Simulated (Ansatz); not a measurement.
## Hg: an electron-density study

Space group Cmce; the calculation finds a residual pressure of about −5 GPa at this fixed cell. The cell comes from a database of computed structures, not from a measurement.

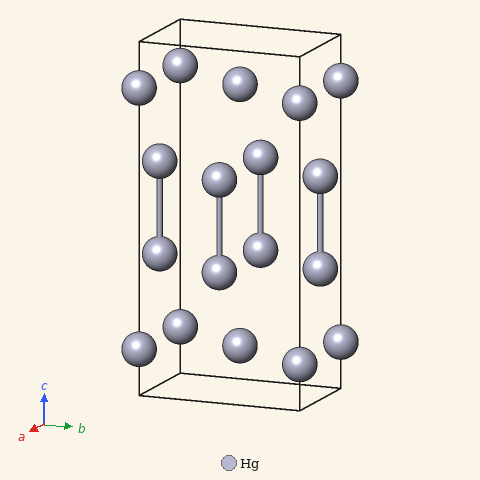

The conventional cell.

The calculation's input:

```
crystal:
  lattice:
    - [0.0, 0.0, 3.38924482]
    - [-5.51844013, 0.0, 0.0]
    - [2.759220065, -5.76312469, 0.0]
  atoms:
    - { symbol: Hg, position: [0.50074971, 0.36916554, 0.73833108] }
    - { symbol: Hg, position: [0.99925029, 0.86916554, 0.73833108] }
    - { symbol: Hg, position: [0.00074971, 0.13083446, 0.26166892] }
    - { symbol: Hg, position: [0.49925029, 0.63083446, 0.26166892] }
basis:
  ecutwfc: 420
  fft_grid_basis: typed
kpoints:
  mp_grid: { grid: [10, 8, 8] }
hamiltonian:
  xc: lda
  pseudopotentials: { kind: paw }
scf:
  occupations: { method: gaussian, width: 0.05 }
output:
  forces: true
  stress: true
  eigenvalues: true
  bader: true
  write_density: true
  volumetric_format: npy
  elf: true
```

Run with:

```sh
ansatz run input.yaml --threads 1 --pin off --max-ram 2560MiB --backend cpu --events-out ev --progress --plain --runs-dir out
```

The picture shows the conventional cell (a = 3.39 Å, b = 5.52 Å, c = 11.53 Å, α = 90.00°, β = 90.00°, γ = 90.00°).

These are results of DFT LDA, scalar-relativistic, plane waves, PAW (Ansatz 0.2.0), not measurements.

Core electrons are frozen (PAW), so the maps are meaningful between the atoms, not at the nuclei.

### 1. Bonding charge

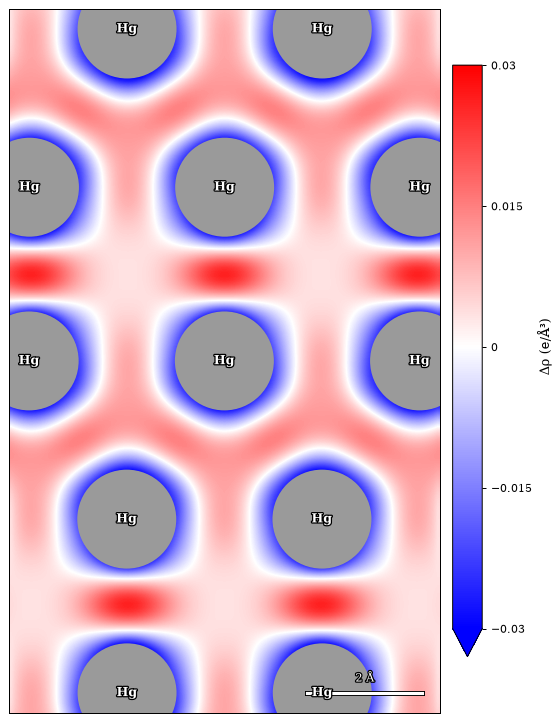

Density of the crystal less the sum of free-atom densities: a map on the (010) plane of the conventional cell, with grey discs over the atomic cores. Cores are masked to 0.9 Å (Hg).

Read the map: where is density gained and where lost?

Answer. Hg–Hg (3.02 Å): Δρ is +0.03 e/Å³ at the midpoint.
Over the whole cell, outside the masked cores, the largest gain, 0.03 e/Å³, lies 1.5 Å from a mercury nucleus, and the largest loss lies at the edge of the masked core of Hg.
In all about 0.12 e an atom is rearranged against the free atoms.

### 2. Change of volume

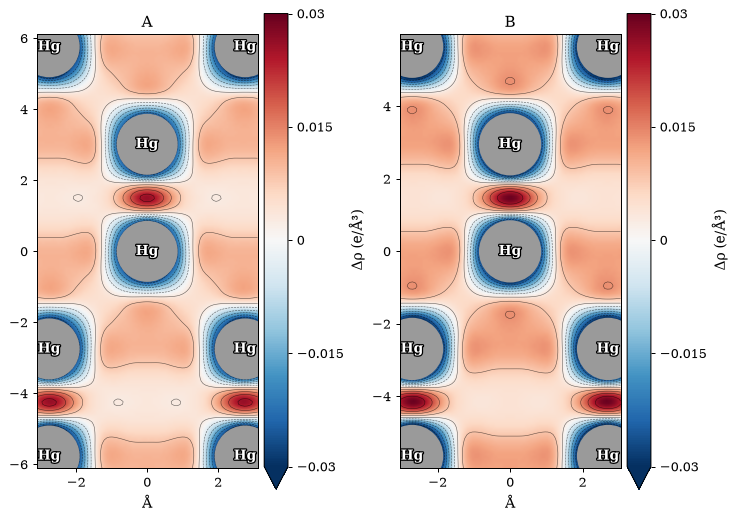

Hg: deformation density on the (100) plane of the conventional cell at two volumes, with the same fractional coordinates and one colour scale. Grey discs cover the cores. Panel B has 94 % of the volume of panel A.

What changes between the database cell and the scaled one?

Answer. From A to B, Hg–Hg goes from 3.02 to 2.95 Å, and Δρ at its midpoint from +0.026 to +0.030 e/Å³. The pressure is −4.6 GPa in A and −3.9 GPa in B. The rearranged charge is 0.12 e an atom in A and 0.13 e in B.

### 3. Moving an atom

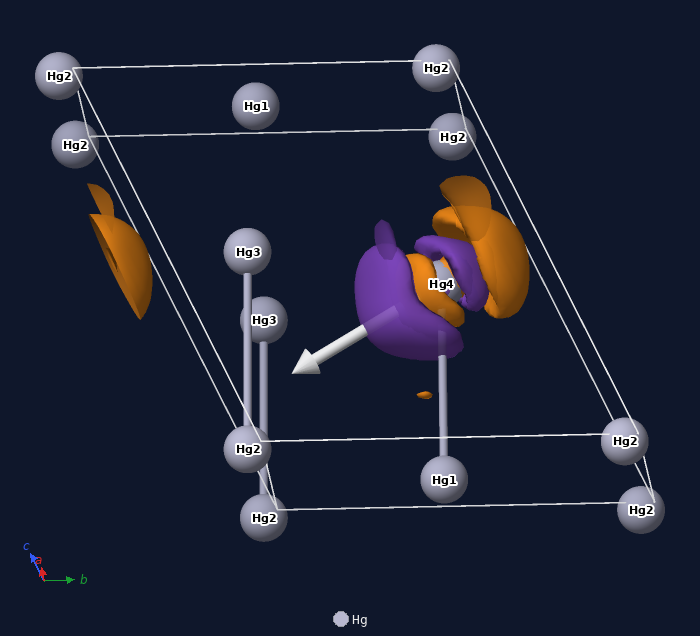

Hg4 was moved by 0.05 Å roughly along [0 −2 −1] in the axes of the cell drawn (arrow, not to scale). Change of the density less the rigid motion of the neutral atom's own density: orange surfaces at +0.0015 and purple ones at −0.0015 e/Å³, in the cell of the calculation (origin moved) seen at an oblique angle.

How do the electrons respond beyond following the atom?

Answer. About 0.01 e is rearranged in the cell. Outside the cores the largest gain lies at the edge of the masked core of Hg, and the largest loss lies there too, on other sides.

What restoring force does the calculation give for this move?

Answer. The force on it changes by 0.05 eV/Å along the move, against it: a stiffness of about 1.1 eV/Å² for this sublattice shift.

### 4. Putting it together

The two pressures give a mean stiffness −ΔP/Δln V of about 12 GPa over this range, with the atoms held at their fractional positions.
